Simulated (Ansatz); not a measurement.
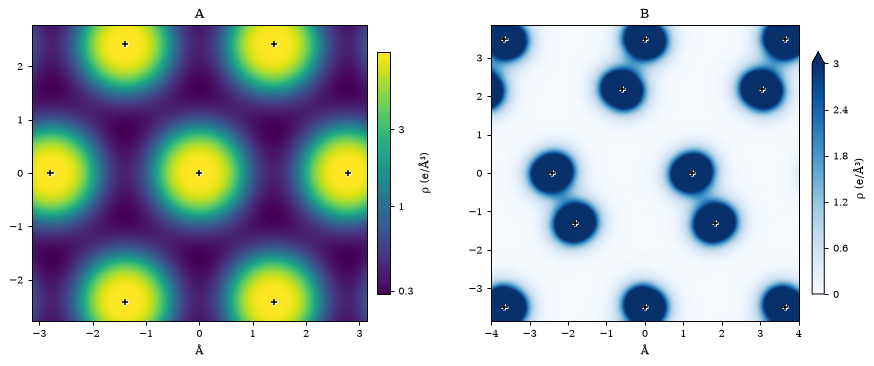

The valence pseudo-density of 2 systems, each on a plane through atoms (crosses mark nuclei in the plane).

Theory: Ansatz, DFT, PBEsol, plane waves (420 eV) with PAW, scalar-relativistic.

System 1: Ir, the (001) plane of the conventional cell. Space group P6₃/mmc; set up as Ir, hcp; a generated structure, not necessarily the stable one; changed on purpose from its base cell (volume × 1.08); computed pressure about −24 GPa in this cell; computed without spin polarisation.

System 2: F, the (100) plane of the conventional cell. Space group C2/c; set up as F, solid alpha-F2; changed on purpose from its base cell (volume × 1.08); computed pressure about −3 GPa in this cell.

```xyz
8
Lattice="6.1362 0.0000 0.3535 0.0000 3.6531 0.0000 -1.2549 0.0000 6.8689" Properties=species:S:1:pos:R:3 pbc="T T T"
F     1.4393    1.2129    0.7352
F     4.5074    3.0395    0.9120
F     1.0013    3.0395    2.8759
F     4.0695    1.2129    3.0527
F     0.3739    0.6137    6.3104
F     3.4420    2.4403    6.4871
F     0.8119    2.4403    4.1697
F     3.8800    0.6137    4.3464
```

Match each panel to its system.

Panel A is system 1, Ir: the plane holds Ir. Ir–Ir (2.79 Å): ρ at the midpoint is about 0.39 e/Å³. Panel B is system 2, F: the plane holds F. F–F (1.44 Å): the density is about 1.8 e/Å³ at the midpoint.
